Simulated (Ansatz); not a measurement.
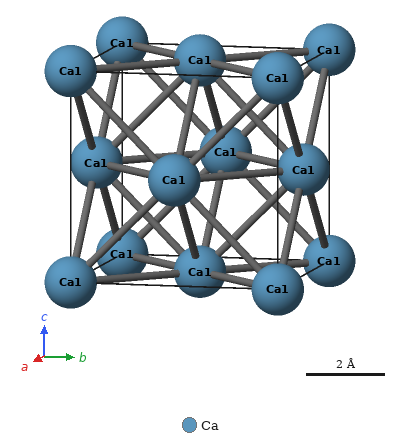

Figure 1. The input geometry (ball-and-stick view of the cell 4 times as large as that of the calculation, set on its symmetry axes, seen slightly off an axis; atoms are numbered from 1 in the order of the input). An atom can appear more than once, as a periodic image. Near neighbours in the periodic cell (some may lie outside the picture): Ca has 12 Ca at 3.91 Å.

Run report: Ca, geometry relaxation

- system: Ca (Fm-3m, 1 atom in the cell)
- method: DFT, PBE, PAW with Ansatz's default frozen-core files, scalar-relativistic, no spin polarisation (Ansatz 0.2.0)

The structure was built on a prototype by a generator; it need not be a known phase. It belongs to a series of runs on one base structure; here: bulk cell relaxed. Figures and captions count atoms from 1; the log counts them from 0 in places.

## Log
```
Engine: ansatz 0.2.0, aarch64-unknown-linux-gnu
Pseudopotentials: kind: paw
Pseudopotential: Ca, paw, valence charge 10, recommended cutoff 420 eV (normal), Ca.paw.azcp
Functional definition: PBE
  parameter kappa = 0.804
  parameter beta = 0.06672455060314922
  exchange = pbe_x(kappa = kappa, mu = beta*pi^2/3)
  correlation = pbe_c(beta = beta)
Crystal: 1 atoms, lattice volume = 42.173 Å³
Basis set: ecut = 420 eV, 869 PW (Γ), exchange–correlation on 54×54×54 points (8 copies of the dense FFT grid, shifted against one another)
Bands: 9, of which v1, the nominal top of the filled ones, is band 5 counted from 1 (4 counted from 0)
Symmetry: 48 space group operations
Space group: Fm-3m (ITA 225), of the structure as read, at distance tolerance 3.5e-5 Å
k-points: 104 of 2744
Non-local potential: Ca, projectors of the file, l = 0: 3, l = 1: 2, l = 2: 2
PAW form: soft (Blöchl's): semilocal exchange-correlation on the pseudo side does not see the compensation charge
PAW one-centre angular grid: Ca, 110 points (default); XC on 64 Gauss nodes
Initial density: superposition of atomic densities (neutral atoms: chi_scale 0, normalization atom), corrected by the library's trained network
Initial wavefunctions: pseudopotential atomic-orbital guess
Functional: x = pbe(κ = 0.804, μ = 0.2195149727645171), c = pbe(β = 0.06672455060314922)
SCF iter   1: F=—  HF=-1816.873954 eV  |F-HF|=—  |Δ(HF+E_count)|=         —  Δρ=7.35e-4  dr2=2.30e-4  ethr=1.77e-3  ⟨swp⟩=5.8  Hψ=7607  notcnv=0
preconditioner: auto → none  [metal: Δε(μ)=0.046 eV  Ē_g=3.531 eV  σ=0.080 eV  W_gap=0.14  n_scr=8 (ndim 8)  ℏωp=8.1 eV  f_vac=0.000  D(μ)=1.27/eV (n_scr^D=14)  sad-step TF]
SCF iter   2: F=—  HF=-1816.874067 eV  |F-HF|=—  |Δ(HF+E_count)|=   1.13e-4  Δρ=4.37e-4  dr2=7.87e-5  ethr=2.30e-6  ⟨swp⟩=2.4  Hψ=2281  notcnv=0
SCF iter   3: F=—  HF=-1816.874138 eV  |F-HF|=—  |Δ(HF+E_count)|=   7.18e-5  Δρ=1.29e-4  dr2=1.17e-5  ethr=7.87e-7  ⟨swp⟩=2.0  Hψ=1046  notcnv=0
SCF iter   4: F=—  HF=-1816.874133 eV  |F-HF|=—  |Δ(HF+E_count)|=   5.16e-6  Δρ=4.69e-5  dr2=1.04e-6  ethr=1.17e-7  ⟨swp⟩=2.4  Hψ=1452  notcnv=0
SCF iter   5: F=—  HF=-1816.874134 eV  |F-HF|=—  |Δ(HF+E_count)|=   2.94e-7  Δρ=1.62e-5  dr2=2.13e-7  ethr=1.04e-8  ⟨swp⟩=2.0  Hψ=1509  notcnv=0
SCF iter   6: F=-1816.874133 eV  HF=-1816.874133 eV  |F-HF|=1.99e-8  |Δ(HF+E_count)|=   8.21e-8  Δρ=5.78e-6  dr2=2.63e-8  ethr=1.00e-9  ⟨swp⟩=7.1  Hψ=4188  notcnv=0
SCF 1 converged in 6 iterations: F = -1816.874133 eV  dr2 = 2.63e-8
  greatest PAW one-centre occupation: 0.996 electrons in one spin orbital (limit 2), on the Ca atom at site 0 (counted from 0), in its partial waves of l = 0
relax step   1: F+E_penalty+E_count = -1816.87413346 eV  Δ(F+E_penalty+E_count) = +0.000e0 eV  max|allowed force component| = 0.000e0 eV/Å  Δτ_max = 0.0000 Å  P = +0.012 GPa  Ω = 42.173 Å³  (6 SCF iters, dr2 threshold 1.00e-7 eV, accepted)
Initial density: handed on by an earlier stage of this run
Initial wavefunctions: pseudopotential atomic-orbital guess (no wavefunctions were taken with the density)
iter 1 solved again at ethr=4.35e-8 eV; its pass at ethr=3.10e-3 eV (dr2=4.35e-6 eV) is discarded
SCF iter   1: F=—  HF=-1816.874132 eV  |F-HF|=—  |Δ(HF+E_count)|=         —  Δρ=5.76e-6  dr2=2.61e-8  ethr=4.35e-8  ⟨swp⟩=3.4  Hψ=10592  notcnv=0
preconditioner: auto → none  [metal: Δε(μ)=0.045 eV  Ē_g=3.524 eV  σ=0.080 eV  W_gap=0.14  n_scr=8 (ndim 8)  ℏωp=8.1 eV  f_vac=0.000  D(μ)=1.27/eV (n_scr^D=14)]
SCF iter   2: F=—  HF=-1816.874133 eV  |F-HF|=—  |Δ(HF+E_count)|=   1.47e-6  Δρ=1.87e-6  dr2=1.78e-9  ethr=2.61e-10  ⟨swp⟩=2.2  Hψ=1411  notcnv=0
SCF iter   3: F=—  HF=-1816.874133 eV  |F-HF|=—  |Δ(HF+E_count)|=  5.44e-10  Δρ=5.72e-7  dr2=1.09e-10  ethr=1.78e-11  ⟨swp⟩=1.7  Hψ=1032  notcnv=0
SCF iter   4: F=-1816.874133 eV  HF=-1816.874133 eV  |F-HF|=4.55e-13  |Δ(HF+E_count)|=  1.66e-11  Δρ=4.96e-8  dr2=4.37e-13  ethr=1.00e-12  ⟨swp⟩=5.6  Hψ=4065  notcnv=0
SCF 2 converged in 4 iterations: F = -1816.874133 eV  dr2 = 4.37e-13
relax step   2: F+E_penalty+E_count = -1816.87413347 eV  Δ(F+E_penalty+E_count) = -7.877e-9 eV  max|allowed force component| = 0.000e0 eV/Å  Δτ_max = 0.0000 Å  P = +0.012 GPa  Ω = 42.173 Å³  stress off target by 1.17e-2 GPa  SCF on the basis re-selected at this cell (its energy is not comparable with the rows above)  (4 SCF iters)
```

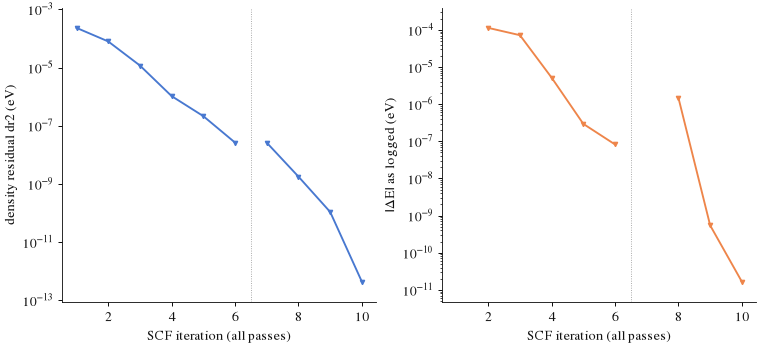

Figure 2. Convergence of the self-consistent field: density residual dr2 and size of the energy change against the SCF iteration. The dotted lines part the SCF passes of the relaxation: geometry steps, rejected trials and re-solves on a re-selected basis. The passes take 6 and 4 iterations.

```
basis re-selected at this cell: Δ(F+E_penalty+E_count) = -7.877e-9 eV, ΔP = +0.000 GPa vs the last step (what re-selecting the basis moved, of the pressure what is left beyond the Pulay correction that the steps carried, after the strain that the cell walked since its last selection, with what the two solves' SCF thresholds leave and, on support functions, any second-order correction that the steps lacked; it is no measure of the basis error at this ecutwfc). This SCF's stress stands 1.17e-2 GPa from its target on what of the cell is left free (relax.cell.stress_tol is 5.00e-2 GPa) and its largest allowed force component is 0.00e0 eV/Å (relax.f_tol is 5.00e-3 eV/Å): within both
SCF converged after 4 iterations
Free energy (F): -1816.874133 eV
Harris-Foulkes:  -1816.874133 eV  (|F-HF|=4.55e-13)
Internal energy: -1816.847932 eV  (E = F + TS)
E sigma→0 (E₀):  -1816.861033 eV
Entropy (-TS):   -0.026201 eV (-26.201 meV/atom)
Fermi energy:    4.947355 eV
--- Per-component energies (eV) ---
  E_band       = -175.176346
  E_kinetic    = 275.526625
  E_local      = -848.433629  (includes V_loc(G=0)·N_el)
  E_nonlocal   = 63.656750
  E_hartree    = 283.959238
  E_xc         = -135.889911
  E_vxc        = -169.377647  (∫ρ·V_xc dr)
  E_paw        = -858.242195  (= ΣΔE_a)
  E_vpaw       = -64.466923  (= ΣTr[D̂ρ^β])
  E_aug_tail   = -0.000006  (compensation charges beyond the density's cutoff)
  E_ewald      = -597.424805
  E_smearing   = -0.026201  (= −TS)
  E_closure    = 0.000000  (closes the sum)
  Σ components = -1816.874133   (vs F -1816.874133, Δ=0.00e0)
--- Forces (eV/Å), atoms counted from 1 ---
  atom   1  Ca     0.00000000    -0.00000000     0.00000000
  max |Σ_I F_I| component: 2.14e-31 eV/Å
--- Stress (GPa, compression-positive) ---
        0.011736       0.000000       0.000000
        0.000000       0.011736       0.000000
        0.000000       0.000000       0.011736
  P = ⅓ Tr σ = 0.0117 GPa (0.117 kbar)
--- Band table (eV; the first three rows and the last of 104) ---
  k-point 0: bands = ["-37.0752", "-17.9915", "-17.9915", "-17.9915", "0.9256", "7.2859", "7.2859", "7.2859", "8.3547"]
  k-point 1: bands = ["-37.0745", "-17.9985", "-17.9925", "-17.9925", "1.0129", "7.1909", "7.3195", "7.3195", "8.3251"]
  k-point 2: bands = ["-37.0726", "-18.0179", "-17.9952", "-17.9952", "1.2704", "6.9343", "7.3959", "7.3959", "8.2716"]
  k-point 103: bands = ["-37.0571", "-18.0908", "-18.0731", "-18.0432", "5.1017", "5.6073", "5.6881", "7.5963", "9.2240"]
--- Relaxed structure (1 steps of the walk, 1 accepted, 1 SCFs on fresh bases) ---
  F+E_penalty+E_count = -1816.87413347 eV   max|allowed force component| = 0.000e0 eV/Å   (the final SCF, on the basis selected at the relaxed cell)
  cell:  # Å, volume = 42.1730 Å³
    - [0.0, 2.7627070339, 2.7627070339]
    - [2.7627070339, 0.0, 2.7627070339]
    - [2.7627070339, 2.7627070339, 0.0]
  atoms:
    - { symbol: Ca, position: [0.0, 0.0, 0.0] }
```

## File rho_z.tsv
```
# z_ang	rho[e/angstrom^3]
# format = ansatz-planar-average/11
# lattice	0.000000000	2.762707034	2.762707034
# lattice	2.762707034	0.000000000	2.762707034
# lattice	2.762707034	2.762707034	0.000000000
# sites	1
# site	20	0.000000000	0.000000000	0.000000000
0.000000	6.405050e-1
0.144706	6.180278e-1
0.289412	5.536404e-1
0.434118	4.578010e-1
0.578823	3.487353e-1
0.723529	2.471448e-1
0.868235	1.677649e-1
1.012941	1.147682e-1
1.157647	8.384784e-2
1.302353	6.754137e-2
1.447058	5.941139e-2
1.591764	5.548093e-2
1.736470	5.368628e-2
1.881176	5.299762e-2
2.025882	5.299762e-2
2.170588	5.368628e-2
2.315293	5.548093e-2
2.459999	5.941139e-2
2.604705	6.754137e-2
2.749411	8.384784e-2
2.894117	1.147682e-1
3.038823	1.677649e-1
3.183529	2.471448e-1
3.328234	3.487353e-1
3.472940	4.578010e-1
3.617646	5.536404e-1
3.762352	6.180278e-1
```

## Trajectory as extended XYZ (Å, eV, eV/Å), 2 frames, from step=1 to step=2
```
1
Lattice="0.0000 2.7627 2.7627 2.7627 0.0000 2.7627 2.7627 2.7627 0.0000" Properties=species:S:1:pos:R:3:forces:R:3 step=1 energy=-1816.87413 pressure_GPa=0.01
Ca    0.0000    0.0000    0.0000    0.0000   0.0000   0.0000
1
Lattice="0.0000 2.7627 2.7627 2.7627 0.0000 2.7627 2.7627 2.7627 0.0000" Properties=species:S:1:pos:R:3:forces:R:3 step=2 energy=-1816.87413 pressure_GPa=0.01
Ca    0.0000    0.0000    0.0000    0.0000   0.0000   0.0000
```

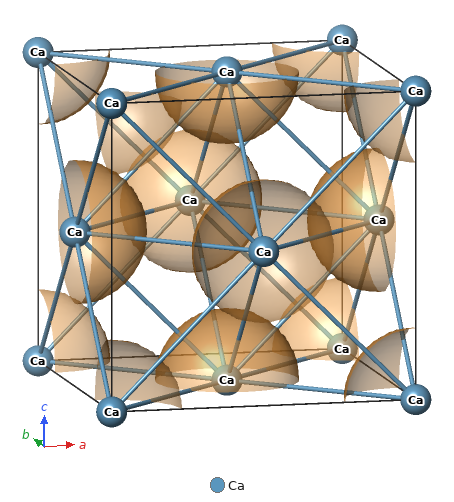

Figure 3. Isosurface of the valence charge density (pseudo) at 0.1 e/Å³ (orange), seen slightly off an axis. Sticks mark near contacts. The outline is the cell set on symmetry axes. At this value the density breaks into separate islands; it holds about 80 % of the electrons treated as valence (semicore included). It is pinched off along the Ca–Ca (3.91 Å) contacts. On the grid the lowest density along these lines, outside the cores, is 0.05 e/Å³ (Ca–Ca, 3.91 Å). In a PAW calculation such maps are meaningful between the atoms, not at the nuclei.

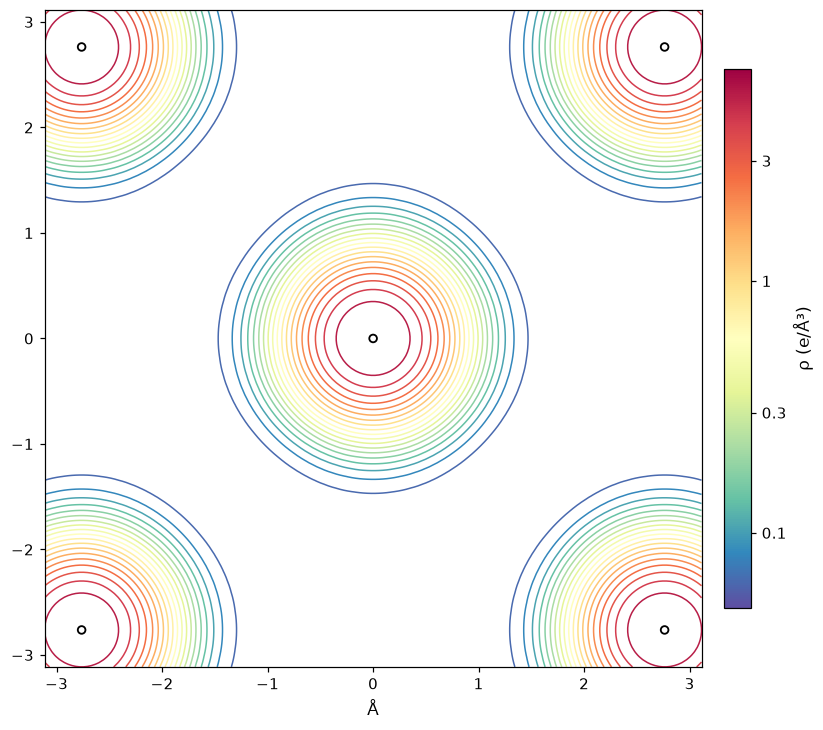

Figure 4. Valence charge density (pseudo) on the (001) plane of the conventional cell. Circles mark the nuclei in the plane (Ca). Atoms in the plane: Ca. Ca–Ca (3.91 Å): ρ at the midpoint is about 0.05 e/Å³. Away from the nuclei the density in this plane falls to 0.05 e/Å³ at its lowest.

The run was set up as follows.

## Input file
```yaml
crystal:
  lattice:
    - [0.0, 2.7627070339, 2.7627070339]
    - [2.7627070339, 0.0, 2.7627070339]
    - [2.7627070339, 2.7627070339, 0.0]
  atoms:
    - { symbol: Ca, position: [0.0, 0.0, 0.0] }
kpoints:
  mp_grid: { grid: [14, 14, 14] }
scf:
  occupations: { method: fermi_dirac, width: 0.08 }
hamiltonian:
  xc: pbe
  pseudopotentials: { kind: paw }
output:
  forces: true
  stress: true
  write_density: true
  write_potential: true
  elf: true
  volumetric_format: npy
relax:
  f_tol: 0.005
  max_steps: 40
  cell: {}
```

Run as:
```bash
ansatz run input.yaml --threads 1 --pin off --max-ram 3584MiB --backend cpu --events-out ev --progress --plain --runs-dir out
```

## Results in brief

| quantity | value |
| --- | --- |
| outcome | converged |
| space group (tolerance 0.01 Å) | Fm-3m (225) |
| electrons treated | 10 |
| free energy | −1816.8741 eV |
| Fermi energy | 4.947 eV |
| pressure | 0.01 GPa |
| final volume | 42.17 Å³ |
| largest force (length of the vector) at the end | under 0.001 eV/Å |
| final cell | a = 3.907 Å, b = 3.907 Å, c = 3.907 Å, α = 60.00°, β = 60.00°, γ = 60.00° |
| hardware | 1 thread of Arm Neoverse V1, 24 GiB of memory available, shared host |
| wall time | 5.2 s |
| peak memory | 0.32 GiB |
